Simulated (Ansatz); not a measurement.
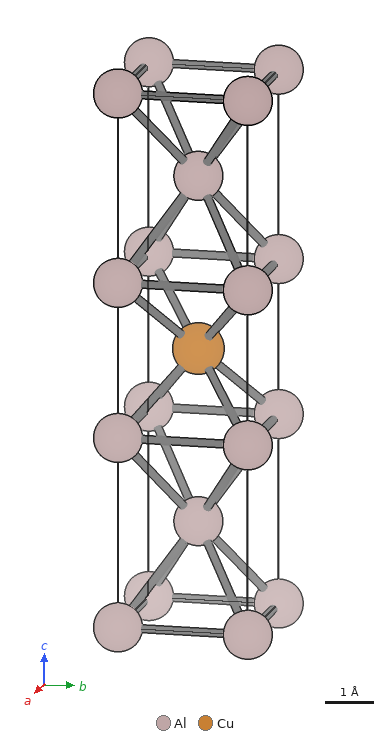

The figure gives a ball-and-stick picture of the atoms, viewed slightly off an axis. Thin lines show the conventional unit cell, with boundary atoms drawn in all their periodic places. Cell: a = 2.83 Å, b = 2.83 Å, c = 11.66 Å, α = 90.00°, β = 90.00°, γ = 90.00°.

Starting structure: a structure type filled with these elements by a generator (whether the compound takes this form wasn't checked). Earlier steps of the study, as a rule a relaxation of our own, may have changed the cell and positions, so they can lie some per cent off the listed ones. A calculation with Ansatz used it as input.

What is this?

Answer. Formula: Al₅Cu. It takes space group P4/mmm (No. 123) on a primitive tetragonal lattice. With Z = 1, the cell contains 5 Al, 1 Cu. Cu is linked to eight Al and four Cu in a distorted cuboctahedral arrangement (about 2.6 Å to Al, 2.8 Å to Cu). Al takes three kinds of site: 2h with twelve Al in a cuboctahedral arrangement at about 2.8 to 2.9 Å; 1a with twelve Al in a cuboctahedral arrangement at about 2.8 Å; 2g with eight Al and four Cu in a distorted cuboctahedral arrangement (about 2.8 to 2.9 Å to Al, 2.6 Å to Cu). The bonds build a three-dimensional framework.

Results below were computed with DFT PBEsol, scalar-relativistic, plane waves, PAW (Ansatz 0.2.0); the settings were E_cut = 420 eV, a 14×14×4 sampling of the Brillouin zone, Gaussian smearing of 0.1 eV, no spin polarisation.

Is the electronic structure metallic or gapped?

Answer. A metal: bands cross the Fermi level.

How are the electrons shared out in a Bader analysis?

Answer. Al -0.02 to +0.55 e; Cu -1.10 e.

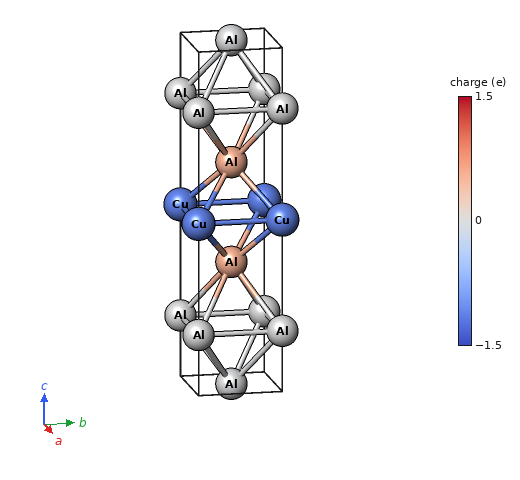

The atoms coloured by those charges. The run's cell of 6 atoms is drawn, so axes and origin can differ from the first picture.

Are forces and stress small enough to call this relaxed?

Answer. No. The largest force is 0.14 eV/Å, on Al. The pressure is -2.3 GPa, so the cell would contract.
